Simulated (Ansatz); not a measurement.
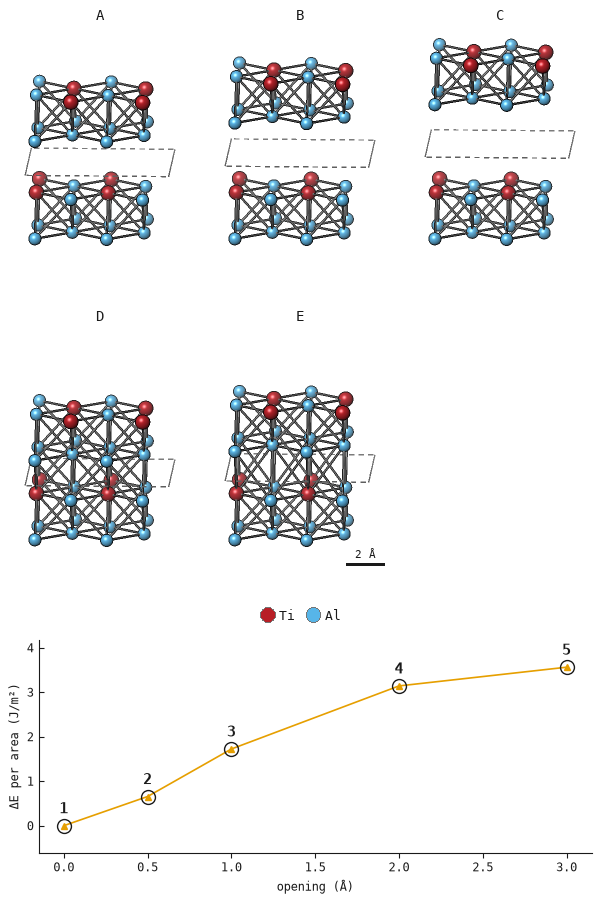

A scan of a crystal of TiAl$_{3}$ (I4/mmm): the crystal is pulled apart rigidly along the normal of the (0 0 1) plane of the conventional cell, at a cut between a plane of Al/Ti below and one of Al above, 2.16 Å apart. One cut stands in each cell, which starts 17.2 Å high; nothing is relaxed, and the dashed outline marks the cut. The frames are shuffled; the numbered points of the plot belong to them. Style: ball-and-stick. Shown: the layers on both sides of the cut, from the side, nearly along the cut plane.

These are results of DFT PBE, scalar-relativistic, plane waves, PAW in Ansatz, not measurements. Set-up: plane-wave cutoff 420 eV; k-point mesh 12 × 12 × 3; occupations gaussian; smearing width 0.15 eV; no spin polarisation. Energies (free energies at the smearing named) are counted from the relaxed crystal.

Question: Match the frames to the points.

Answer: Point 1 is frame D (the opening 0.00 Å, 0.000 J/m²); 2 is frame E (the opening 0.50 Å, 0.656 J/m²); 3 is frame A (the opening 1.00 Å, 1.724 J/m²); 4 is frame B (the opening 2.00 Å, 3.142 J/m²); 5 is frame C (the opening 3.00 Å, 3.563 J/m²). At the widest opening, 3.00 Å, the energy has risen by 3.563 J/m², and it is still rising, so the work of separation is somewhat larger. The steepest rise lies between 0.50 Å and 1.00 Å, with a mean traction of about 21 GPa.
